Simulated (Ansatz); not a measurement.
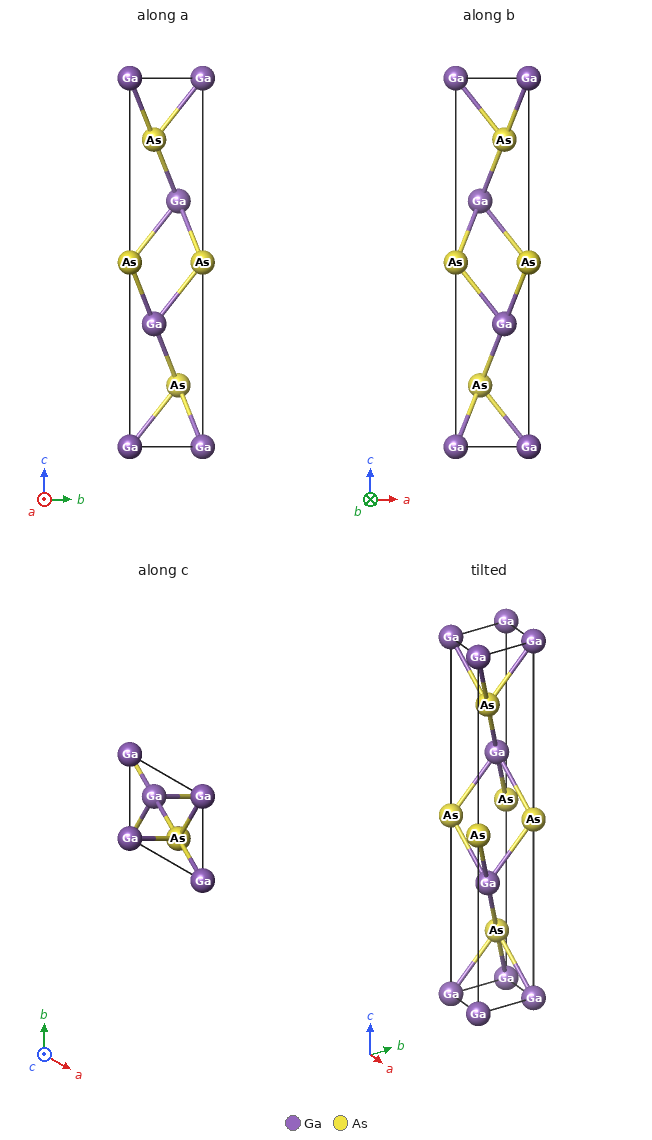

We look at a ball-and-stick model of the crystal along the a axis, along the b axis, along the c axis and slightly off an axis. The conventional unit cell is drawn as a box.

Lattice parameters: a = 3.103 Å, b = 3.103 Å, c = 13.603 Å, α = 90.00°, β = 90.00°, γ = 120.00°.

Set out the cell and atoms as a table of Wyckoff sites.

Answer. Space group R-3m:H (No. 166).
```tsv
atom	site	x	y	z
Ga	3a	0.0000	0.0000	0.0000
As	3b	0.3333	0.6667	0.1667
```

Provenance: a textbook structure type filled with these elements (whether it is the usual form wasn't checked). Earlier steps of the study, as a rule a relaxation of our own, may have changed the cell and positions, so they can lie some per cent off the listed ones. It was set up as input for a calculation with Ansatz.
